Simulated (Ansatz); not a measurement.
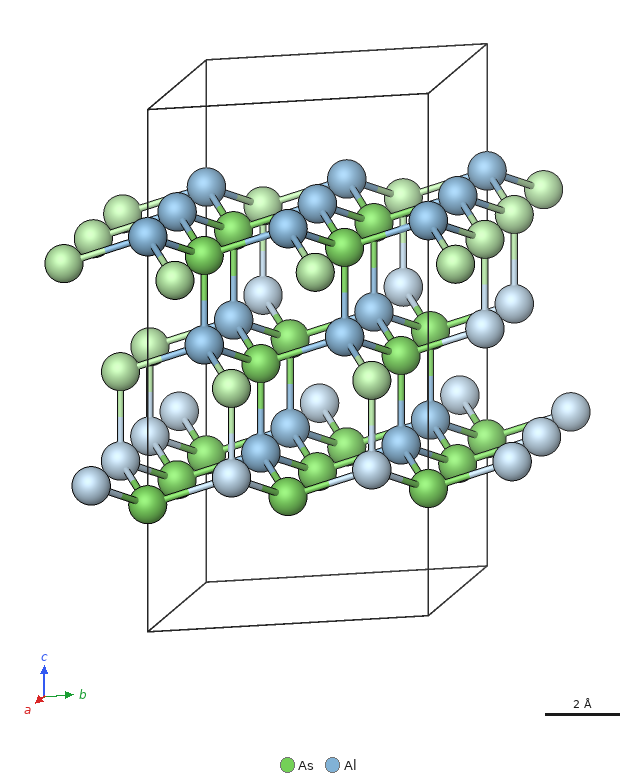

Fig. 1: The input geometry (ball-and-stick view of the 2 × 2 repeat of the cell, with the vacuum cut short, seen slightly off an axis; neighbours outside the cell are drawn fainter). An atom can appear more than once, as a periodic image.

**Geometry relaxation, with input and output: AlAs (part 1 of 2)**

System: AlAs (slab, 6 atoms in the cell).
Method: DFT PBEsol, scalar-relativistic, plane waves, PAW, no spin polarisation (Ansatz 0.2.0).

The structure derives from an entry of the Crystallography Open Database. The input holds or restrains some coordinates. Forces given for the steps count only the free coordinates. It belongs to a series of runs on one base structure; here: clean slab, lower half held.

### What the program printed
```
Engine: ansatz 0.2.0, x86_64-unknown-linux-gnu
Pseudopotentials: kind: paw
Pseudopotential: As, paw, valence charge 15, recommended cutoff 420 eV (normal), As.paw.azcp
Pseudopotential: Al, paw, valence charge 3, recommended cutoff 420 eV (normal), Al.paw.azcp
Functional definition: PBEsol
  exchange = pbesol_x
  correlation = pbesol_c
Crystal: 6 atoms, lattice volume = 339.823 Å³
Basis set: ecut = 420 eV, 6669 PW (Γ), exchange–correlation on 54×54×360 points (8 copies of the dense FFT grid, shifted against one another)
Bands: 33, of which v1, the nominal top of the filled ones, is band 27 counted from 1 (26 counted from 0)
Symmetry: 6 space group operations
Space group: P3m1 (ITA 156), of the structure as read, at distance tolerance 7.0e-5 Å
k-points: 12 of 81 (time reversal used)
Non-local potential: As, projectors of the file, l = 0: 2, l = 1: 2, l = 2: 3, l = 3: 1
Non-local potential: Al, projectors of the file, l = 0: 2, l = 1: 2, l = 2: 1
PAW form: soft (Blöchl's): semilocal exchange-correlation on the pseudo side does not see the compensation charge
PAW frozen core: As, regenerated for the run's functional, and the local potential with it (the file was generated under x = pbe(κ = 0.804, μ = 0.2195149727645171), c = pbe(β = 0.06672455060314922))
PAW frozen core: Al, regenerated for the run's functional, and the local potential with it (the file was generated under x = pbe(κ = 0.804, μ = 0.2195149727645171), c = pbe(β = 0.06672455060314922))
PAW one-centre angular grid: As, 590 points (default); XC on 64 Gauss nodes
PAW one-centre angular grid: Al, 110 points (default); XC on 64 Gauss nodes
Initial density: superposition of atomic densities (neutral atoms: chi_scale 0, normalization atom), corrected by the library's trained network
Initial wavefunctions: pseudopotential atomic-orbital guess
Functional: x = pbesol(κ = 0.804, μ = 0.12345679012345678), c = pbesol(β = 0.046)
SCF iter   1: F=—  HF=-16012.919292 eV  |F-HF|=—  |Δ(HF+E_count)|=         —  Δρ=5.32e-3  dr2=2.92e0  ethr=1.77e-3  p=0.155 e·Å  D=8.26e-2 V/Å  ΔV_dip=-2.01 eV  dr2_dipole=1.60e0  V_vac-E_F(+/−)=3.66/5.67 eV  ⟨swp⟩=8.4  Hψ=1927  notcnv=0
efield: sawtooth ramp at fractional position 0.9800 (placed from the atoms, in the widest stretch of the axis that holds none; the zero of the levels goes with the place), width 0.0400; the density the first Hamiltonian is built on has a dipole p = 0.155 e·Å; the dipole correction subtracts the counter field D = 8.26e-2 V/Å, which shifts the + side's vacuum level by -2.01 eV against the − side's; the planar-averaged density in the ramp window peaks in size at 3.2e-6 e/Å³
preconditioner: auto → Resta (q_TF=auto, 2.008 Å⁻¹)  ε∞=2.7  [insulator: Δε(μ)=0.224 eV  Ē_g=7.664 eV  σ=0.050 eV  W_gap=1.00  n_scr=56 (ndim 8)  ℏωp=9.9 eV  f_vac=0.546  D(μ)=0.01/eV (n_scr^D=0)  ε∞_Penn≈2.7  vacuum switching on, ρ_ref=4.3e-3 e/Å³]
SCF iter   2: F=—  HF=-16022.099342 eV  |F-HF|=—  |Δ(HF+E_count)|=    9.18e0  Δρ=4.53e-2  dr2=3.13e2  ethr=1.77e-3  p=0.627 e·Å  D=3.34e-1 V/Å  ΔV_dip=-8.14 eV  dr2_dipole=1.78e2  V_vac-E_F(+/−)=0.04/8.17 eV  ⟨swp⟩=4.7  Hψ=715  notcnv=0  defer=20  recentre
preconditioner: auto → LDOS  [insulator: Δε(μ)=0.124 eV  Ē_g=7.019 eV  σ=0.050 eV  W_gap=0.83  n_scr=56 (ndim 8)  ℏωp=9.8 eV  f_vac=0.546  D(μ)=1.34/eV (n_scr^D=6)  ε∞_Penn≈2.9  β→1.0]
SCF iter   3: F=—  HF=-16012.865249 eV  |F-HF|=—  |Δ(HF+E_count)|=    9.23e0  Δρ=3.65e-3  dr2=1.42e0  ethr=1.77e-3  p=0.168 e·Å  D=8.96e-2 V/Å  ΔV_dip=-2.18 eV  dr2_dipole=7.66e-1  V_vac-E_F(+/−)=3.58/5.76 eV  ⟨swp⟩=3.4  Hψ=667  notcnv=0  defer=17
SCF iter   4: F=—  HF=-16012.834174 eV  |F-HF|=—  |Δ(HF+E_count)|=   3.11e-2  Δρ=2.67e-3  dr2=4.86e-1  ethr=1.77e-3  p=0.192 e·Å  D=1.02e-1 V/Å  ΔV_dip=-2.49 eV  dr2_dipole=2.84e-1  V_vac-E_F(+/−)=3.42/5.91 eV  ⟨swp⟩=1.5  Hψ=500  notcnv=0  defer=12
SCF iter   5: F=—  HF=-16012.839750 eV  |F-HF|=—  |Δ(HF+E_count)|=   5.58e-3  Δρ=2.76e-3  dr2=4.40e-1  ethr=9.00e-4  p=0.175 e·Å  D=9.34e-2 V/Å  ΔV_dip=-2.28 eV  dr2_dipole=2.51e-1  V_vac-E_F(+/−)=3.49/5.77 eV  ⟨swp⟩=1.8  Hψ=443  notcnv=0  defer=13
SCF iter   6: F=—  HF=-16012.834947 eV  |F-HF|=—  |Δ(HF+E_count)|=   4.80e-3  Δρ=2.40e-3  dr2=3.66e-1  ethr=8.15e-4  p=0.181 e·Å  D=9.65e-2 V/Å  ΔV_dip=-2.35 eV  dr2_dipole=2.04e-1  V_vac-E_F(+/−)=3.48/5.83 eV  ⟨swp⟩=1.0  Hψ=383  notcnv=0  defer=13
SCF iter   7: F=—  HF=-16012.831550 eV  |F-HF|=—  |Δ(HF+E_count)|=   3.40e-3  Δρ=1.90e-3  dr2=2.35e-1  ethr=6.77e-4  p=0.180 e·Å  D=9.58e-2 V/Å  ΔV_dip=-2.33 eV  dr2_dipole=1.37e-1  V_vac-E_F(+/−)=3.46/5.80 eV  ⟨swp⟩=1.0  Hψ=383  notcnv=0  defer=13
SCF iter   8: F=—  HF=-16012.827729 eV  |F-HF|=—  |Δ(HF+E_count)|=   3.82e-3  Δρ=5.19e-4  dr2=5.78e-3  ethr=4.35e-4  p=0.184 e·Å  D=9.82e-2 V/Å  ΔV_dip=-2.39 eV  dr2_dipole=3.02e-3  V_vac-E_F(+/−)=3.44/5.83 eV  ⟨swp⟩=1.2  Hψ=386  notcnv=0  defer=13
SCF iter   9: F=—  HF=-16012.827484 eV  |F-HF|=—  |Δ(HF+E_count)|=   2.44e-4  Δρ=1.97e-4  dr2=3.46e-4  ethr=1.07e-5  p=0.185 e·Å  D=9.88e-2 V/Å  ΔV_dip=-2.41 eV  dr2_dipole=2.07e-5  V_vac-E_F(+/−)=3.44/5.84 eV  ⟨swp⟩=1.1  Hψ=397  notcnv=0  defer=13
SCF iter  10: F=—  HF=-16012.827410 eV  |F-HF|=—  |Δ(HF+E_count)|=   7.47e-5  Δρ=5.28e-5  dr2=1.26e-4  ethr=6.40e-7  p=0.186 e·Å  D=9.90e-2 V/Å  ΔV_dip=-2.41 eV  dr2_dipole=5.80e-5  V_vac-E_F(+/−)=3.44/5.85 eV  ⟨swp⟩=2.1  Hψ=533  notcnv=0  defer=13
SCF iter  11: F=-16012.827398 eV  HF=-16012.827406 eV  |F-HF|=7.81e-6  |Δ(HF+E_count)|=   4.03e-6  Δρ=1.48e-5  dr2=4.90e-6  ethr=4.17e-8  p=0.186 e·Å  D=9.89e-2 V/Å  ΔV_dip=-2.41 eV  dr2_dipole=2.45e-6  V_vac-E_F(+/−)=3.44/5.85 eV  ⟨swp⟩=20.6  Hψ=3706  notcnv=0
SCF 1 converged in 11 iterations: F = -16012.827398 eV  dr2 = 4.90e-6
  greatest PAW one-centre occupation: 0.999 electrons in one spin orbital (limit 2), on the As atom at site 0 (counted from 0), in its partial waves of l = 2
relax step   1: F+E_penalty+E_count = -16012.82739788 eV  Δ(F+E_penalty+E_count) = +0.000e0 eV  max|allowed force component| = 8.809e-1 eV/Å  Δτ_max = 0.0000 Å  (11 SCF iters, dr2 threshold 2.25e-5 eV, accepted)
Initial density: handed on by an earlier stage of this run
Initial wavefunctions: those handed on with the density
iter 1 solved again at ethr=1.61e-3 eV; its pass at ethr=3.10e-3 eV (dr2=8.67e-1 eV) is discarded
SCF iter   1: F=—  HF=-16012.902948 eV  |F-HF|=—  |Δ(HF+E_count)|=         —  Δρ=2.94e-3  dr2=8.08e-1  ethr=1.61e-3  p=0.186 e·Å  D=9.89e-2 V/Å  ΔV_dip=-2.41 eV  dr2_dipole=4.47e-1  V_vac-E_F(+/−)=3.34/5.75 eV  ⟨swp⟩=1.0  Hψ=1424  notcnv=0  defer=13
efield: sawtooth ramp at fractional position 0.9800 (handed on by an earlier solve), width 0.0400; the density the first Hamiltonian is built on has a dipole p = 0.186 e·Å; the dipole correction subtracts the counter field D = 9.89e-2 V/Å, which shifts the + side's vacuum level by -2.41 eV against the − side's; the planar-averaged density in the ramp window peaks in size at 3.8e-7 e/Å³
preconditioner: auto → LDOS  [insulator: Δε(μ)=0.148 eV  Ē_g=7.662 eV  σ=0.050 eV  W_gap=0.73  n_scr=56 (ndim 8)  ℏωp=9.9 eV  f_vac=0.550  D(μ)=1.85/eV (n_scr^D=6)  ε∞_Penn≈2.7  β→1.0]
SCF iter   2: F=—  HF=-16013.026070 eV  |F-HF|=—  |Δ(HF+E_count)|=   1.23e-1  Δρ=1.14e-2  dr2=1.12e1  ethr=1.50e-3  p=0.248 e·Å  D=1.32e-1 V/Å  ΔV_dip=-3.22 eV  dr2_dipole=6.62e0  V_vac-E_F(+/−)=3.09/6.30 eV  ⟨swp⟩=2.4  Hψ=491  notcnv=0  defer=14  recentre
SCF iter   3: F=—  HF=-16012.890662 eV  |F-HF|=—  |Δ(HF+E_count)|=   1.35e-1  Δρ=1.91e-3  dr2=3.55e-1  ethr=1.50e-3  p=0.190 e·Å  D=1.01e-1 V/Å  ΔV_dip=-2.47 eV  dr2_dipole=1.96e-1  V_vac-E_F(+/−)=3.35/5.82 eV  ⟨swp⟩=1.3  Hψ=489  notcnv=0  defer=15
SCF iter   4: F=—  HF=-16012.885404 eV  |F-HF|=—  |Δ(HF+E_count)|=   5.26e-3  Δρ=7.38e-4  dr2=3.22e-2  ethr=6.57e-4  p=0.195 e·Å  D=1.04e-1 V/Å  ΔV_dip=-2.53 eV  dr2_dipole=1.45e-2  V_vac-E_F(+/−)=3.33/5.85 eV  ⟨swp⟩=1.2  Hψ=392  notcnv=0  defer=16
SCF iter   5: F=—  HF=-16012.884576 eV  |F-HF|=—  |Δ(HF+E_count)|=   8.28e-4  Δρ=2.70e-4  dr2=3.63e-3  ethr=5.96e-5  p=0.196 e·Å  D=1.04e-1 V/Å  ΔV_dip=-2.54 eV  dr2_dipole=1.67e-3  V_vac-E_F(+/−)=3.33/5.88 eV  ⟨swp⟩=1.1  Hψ=389  notcnv=0  defer=16
SCF iter   6: F=—  HF=-16012.884491 eV  |F-HF|=—  |Δ(HF+E_count)|=   8.53e-5  Δρ=1.24e-4  dr2=9.19e-4  ethr=6.71e-6  p=0.196 e·Å  D=1.05e-1 V/Å  ΔV_dip=-2.55 eV  dr2_dipole=4.59e-4  V_vac-E_F(+/−)=3.34/5.89 eV  ⟨swp⟩=1.6  Hψ=405  notcnv=0  defer=16
SCF iter   7: F=—  HF=-16012.884469 eV  |F-HF|=—  |Δ(HF+E_count)|=   2.19e-5  Δρ=5.89e-5  dr2=2.07e-4  ethr=1.70e-6  p=0.196 e·Å  D=1.05e-1 V/Å  ΔV_dip=-2.55 eV  dr2_dipole=9.87e-5  V_vac-E_F(+/−)=3.34/5.89 eV  ⟨swp⟩=1.9  Hψ=432  notcnv=0  defer=16
SCF iter   8: F=-16012.884441 eV  HF=-16012.884463 eV  |F-HF|=2.20e-5  |Δ(HF+E_count)|=   5.64e-6  Δρ=1.76e-5  dr2=1.57e-5  ethr=8.98e-8  p=0.196 e·Å  D=1.05e-1 V/Å  ΔV_dip=-2.55 eV  dr2_dipole=7.29e-6  V_vac-E_F(+/−)=3.34/5.89 eV  ⟨swp⟩=19.4  Hψ=3395  notcnv=0
SCF 2 converged in 8 iterations: F = -16012.884441 eV  dr2 = 1.57e-5
relax step   2: F+E_penalty+E_count = -16012.88444149 eV  Δ(F+E_penalty+E_count) = -5.704e-2 eV  max|allowed force component| = 3.168e-1 eV/Å  Δτ_max = 0.0952 Å  (8 SCF iters, dr2 threshold 4.85e-5 eV, accepted)
SCF iter   1: F=—  HF=-16012.895071 eV  |F-HF|=—  |Δ(HF+E_count)|=         —  Δρ=1.42e-3  dr2=1.26e-1  ethr=2.58e-3  p=0.196 e·Å  D=1.05e-1 V/Å  ΔV_dip=-2.55 eV  dr2_dipole=6.26e-2  V_vac-E_F(+/−)=3.32/5.87 eV  ⟨swp⟩=3.1  Hψ=685  notcnv=0  defer=15
efield: sawtooth ramp at fractional position 0.9800 (handed on by an earlier solve), width 0.0400; the density the first Hamiltonian is built on has a dipole p = 0.196 e·Å; the dipole correction subtracts the counter field D = 1.05e-1 V/Å, which shifts the + side's vacuum level by -2.55 eV against the − side's; the planar-averaged density in the ramp window peaks in size at 4.1e-7 e/Å³
preconditioner: auto → LDOS  [metal: Δε(μ)=0.040 eV  Ē_g=7.633 eV  σ=0.050 eV  W_gap=0.39  n_scr=56 (ndim 8)  ℏωp=9.9 eV  f_vac=0.549  D(μ)=2.91/eV (n_scr^D=8)  β→1.0]
SCF iter   2: F=—  HF=-16012.896900 eV  |F-HF|=—  |Δ(HF+E_count)|=   1.83e-3  Δρ=1.81e-3  dr2=2.46e-1  ethr=2.34e-4  p=0.211 e·Å  D=1.12e-1 V/Å  ΔV_dip=-2.73 eV  dr2_dipole=1.42e-1  V_vac-E_F(+/−)=3.26/6.00 eV  ⟨swp⟩=2.2  Hψ=547  notcnv=0  defer=15
SCF iter   3: F=—  HF=-16012.892736 eV  |F-HF|=—  |Δ(HF+E_count)|=   4.16e-3  Δρ=3.73e-4  dr2=9.34e-3  ethr=2.34e-4  p=0.199 e·Å  D=1.06e-1 V/Å  ΔV_dip=-2.58 eV  dr2_dipole=5.29e-3  V_vac-E_F(+/−)=3.30/5.89 eV  ⟨swp⟩=1.6  Hψ=398  notcnv=0  defer=15
SCF iter   4: F=—  HF=-16012.892590 eV  |F-HF|=—  |Δ(HF+E_count)|=   1.46e-4  Δρ=5.95e-5  dr2=8.04e-5  ethr=1.73e-5  p=0.201 e·Å  D=1.07e-1 V/Å  ΔV_dip=-2.60 eV  dr2_dipole=1.70e-5  V_vac-E_F(+/−)=3.30/5.90 eV  ⟨swp⟩=1.1  Hψ=382  notcnv=0  defer=15
SCF iter   5: F=—  HF=-16012.892590 eV  |F-HF|=—  |Δ(HF+E_count)|=   8.21e-8  Δρ=1.99e-5  dr2=5.73e-6  ethr=1.16e-8  p=0.201 e·Å  D=1.07e-1 V/Å  ΔV_dip=-2.60 eV  dr2_dipole=1.84e-6  V_vac-E_F(+/−)=3.30/5.90 eV  ⟨swp⟩=19.2  Hψ=3813  notcnv=0
SCF iter   6: F=-16012.892582 eV  HF=-16012.892591 eV  |F-HF|=8.86e-6  |Δ(HF+E_count)|=   6.70e-7  Δρ=1.25e-5  dr2=5.91e-6  ethr=1.06e-8  p=0.201 e·Å  D=1.07e-1 V/Å  ΔV_dip=-2.60 eV  dr2_dipole=3.48e-6  V_vac-E_F(+/−)=3.30/5.90 eV  ⟨swp⟩=11.8  Hψ=3074  notcnv=0
SCF 3 converged in 6 iterations: F = -16012.892582 eV  dr2 = 5.91e-6
relax step   3: F+E_penalty+E_count = -16012.89258177 eV  Δ(F+E_penalty+E_count) = -8.140e-3 eV  max|allowed force component| = 2.839e-2 eV/Å  Δτ_max = 0.0458 Å  (6 SCF iters, dr2 threshold 6.27e-6 eV, accepted)
iter 1 solved again at ethr=1.23e-8 eV; its pass at ethr=3.10e-3 eV (dr2=6.63e-6 eV) is discarded
SCF iter   1: F=—  HF=-16012.892582 eV  |F-HF|=—  |Δ(HF+E_count)|=         —  Δρ=1.30e-5  dr2=6.63e-6  ethr=1.23e-8  p=0.201 e·Å  D=1.07e-1 V/Å  ΔV_dip=-2.60 eV  dr2_dipole=3.90e-6  V_vac-E_F(+/−)=3.30/5.90 eV  ⟨swp⟩=1.0  Hψ=1080  notcnv=0
efield: sawtooth ramp at fractional position 0.9800 (handed on by an earlier solve), width 0.0400; the density the first Hamiltonian is built on has a dipole p = 0.201 e·Å; the dipole correction subtracts the counter field D = 1.07e-1 V/Å, which shifts the + side's vacuum level by -2.60 eV against the − side's; the planar-averaged density in the ramp window peaks in size at 4.3e-7 e/Å³
preconditioner: auto → LDOS  [insulator: Δε(μ)=0.081 eV  Ē_g=7.623 eV  σ=0.050 eV  W_gap=0.61  n_scr=56 (ndim 8)  ℏωp=9.9 eV  f_vac=0.549  D(μ)=3.67/eV (n_scr^D=10)  ε∞_Penn≈2.7  β→1.0]
SCF iter   2: F=—  HF=-16012.892591 eV  |F-HF|=—  |Δ(HF+E_count)|=   8.72e-6  Δρ=1.04e-5  dr2=3.64e-6  ethr=1.23e-8  p=0.200 e·Å  D=1.07e-1 V/Å  ΔV_dip=-2.60 eV  dr2_dipole=1.90e-6  V_vac-E_F(+/−)=3.30/5.90 eV  ⟨swp⟩=2.0  Hψ=437  notcnv=0
SCF iter   3: F=—  HF=-16012.892590 eV  |F-HF|=—  |Δ(HF+E_count)|=   9.69e-8  Δρ=4.16e-6  dr2=6.77e-7  ethr=6.74e-9  p=0.200 e·Å  D=1.07e-1 V/Å  ΔV_dip=-2.60 eV  dr2_dipole=3.68e-7  V_vac-E_F(+/−)=3.30/5.90 eV  ⟨swp⟩=1.9  Hψ=392  notcnv=0
SCF iter   4: F=-16012.892590 eV  HF=-16012.892590 eV  |F-HF|=4.09e-8  |Δ(HF+E_count)|=   1.77e-9  Δρ=2.01e-6  dr2=5.64e-8  ethr=1.85e-10  p=0.200 e·Å  D=1.07e-1 V/Å  ΔV_dip=-2.60 eV  dr2_dipole=2.12e-9  V_vac-E_F(+/−)=3.30/5.90 eV  ⟨swp⟩=10.3  Hψ=2774  notcnv=0
SCF 4 converged in 4 iterations: F = -16012.892590 eV  dr2 = 5.64e-8
relax step   4: F+E_penalty+E_count = -16012.89259046 eV  Δ(F+E_penalty+E_count) = -8.689e-6 eV  max|allowed force component| = 2.896e-2 eV/Å  Δτ_max = 0.0000 Å  (4 SCF iters, accepted)
SCF iter   1: F=—  HF=-16012.893118 eV  |F-HF|=—  |Δ(HF+E_count)|=         —  Δρ=5.28e-4  dr2=2.26e-2  ethr=7.12e-4  p=0.200 e·Å  D=1.07e-1 V/Å  ΔV_dip=-2.60 eV  dr2_dipole=1.25e-2  V_vac-E_F(+/−)=3.29/5.89 eV  ⟨swp⟩=2.0  Hψ=643  notcnv=0  defer=15
efield: sawtooth ramp at fractional position 0.9800 (handed on by an earlier solve), width 0.0400; the density the first Hamiltonian is built on has a dipole p = 0.200 e·Å; the dipole correction subtracts the counter field D = 1.07e-1 V/Å, which shifts the + side's vacuum level by -2.60 eV against the − side's; the planar-averaged density in the ramp window peaks in size at 4.3e-7 e/Å³
preconditioner: auto → LDOS  [insulator: Δε(μ)=0.081 eV  Ē_g=7.635 eV  σ=0.050 eV  W_gap=0.55  n_scr=56 (ndim 8)  ℏωp=9.9 eV  f_vac=0.551  D(μ)=3.39/eV (n_scr^D=10)  ε∞_Penn≈2.7  β→1.0]
SCF iter   2: F=—  HF=-16012.893326 eV  |F-HF|=—  |Δ(HF+E_count)|=   2.08e-4  Δρ=5.81e-4  dr2=2.87e-2  ethr=4.19e-5  p=0.205 e·Å  D=1.09e-1 V/Å  ΔV_dip=-2.66 eV  dr2_dipole=1.66e-2  V_vac-E_F(+/−)=3.27/5.93 eV  ⟨swp⟩=1.0  Hψ=492  notcnv=0  defer=15
SCF iter   3: F=—  HF=-16012.892876 eV  |F-HF|=—  |Δ(HF+E_count)|=   4.50e-4  Δρ=1.42e-4  dr2=8.56e-4  ethr=4.19e-5  p=0.201 e·Å  D=1.07e-1 V/Å  ΔV_dip=-2.61 eV  dr2_dipole=4.75e-4  V_vac-E_F(+/−)=3.29/5.90 eV  ⟨swp⟩=1.0  Hψ=381  notcnv=0  defer=15
SCF iter   4: F=—  HF=-16012.892858 eV  |F-HF|=—  |Δ(HF+E_count)|=   1.78e-5  Δρ=2.18e-5  dr2=1.31e-5  ethr=1.59e-6  p=0.201 e·Å  D=1.07e-1 V/Å  ΔV_dip=-2.61 eV  dr2_dipole=4.93e-6  V_vac-E_F(+/−)=3.29/5.90 eV  ⟨swp⟩=1.3  Hψ=386  notcnv=0  defer=15
SCF iter   5: F=—  HF=-16012.892875 eV  |F-HF|=—  |Δ(HF+E_count)|=   1.70e-5  Δρ=9.24e-6  dr2=2.13e-6  ethr=2.43e-8  p=0.201 e·Å  D=1.07e-1 V/Å  ΔV_dip=-2.61 eV  dr2_dipole=9.43e-7  V_vac-E_F(+/−)=3.29/5.90 eV  ⟨swp⟩=2.0  Hψ=523  notcnv=0  defer=15
SCF iter   6: F=—  HF=-16012.892875 eV  |F-HF|=—  |Δ(HF+E_count)|=   9.56e-8  Δρ=4.18e-6  dr2=4.82e-7  ethr=3.95e-9  p=0.201 e·Å  D=1.07e-1 V/Å  ΔV_dip=-2.61 eV  dr2_dipole=1.86e-7  V_vac-E_F(+/−)=3.29/5.90 eV  ⟨swp⟩=1.5  Hψ=398  notcnv=0  defer=15
SCF iter   7: F=—  HF=-16012.892875 eV  |F-HF|=—  |Δ(HF+E_count)|=   9.06e-9  Δρ=1.85e-6  dr2=1.32e-7  ethr=8.92e-10  p=0.201 e·Å  D=1.07e-1 V/Å  ΔV_dip=-2.61 eV  dr2_dipole=5.75e-8  V_vac-E_F(+/−)=3.29/5.90 eV  ⟨swp⟩=2.5  Hψ=625  notcnv=0  defer=15
SCF iter   8: F=-16012.892875 eV  HF=-16012.892875 eV  |F-HF|=2.31e-8  |Δ(HF+E_count)|=   4.97e-9  Δρ=7.72e-7  dr2=1.98e-8  ethr=1.85e-10  p=0.201 e·Å  D=1.07e-1 V/Å  ΔV_dip=-2.61 eV  dr2_dipole=9.75e-9  V_vac-E_F(+/−)=3.29/5.90 eV  ⟨swp⟩=16.2  Hψ=2889  notcnv=0
SCF 5 converged in 8 iterations: F = -16012.892875 eV  dr2 = 1.98e-8
relax step   5: F+E_penalty+E_count = -16012.89287515 eV  Δ(F+E_penalty+E_count) = -2.847e-4 eV  max|allowed force component| = 3.800e-3 eV/Å  Δτ_max = 0.0216 Å  (8 SCF iters, accepted)
```
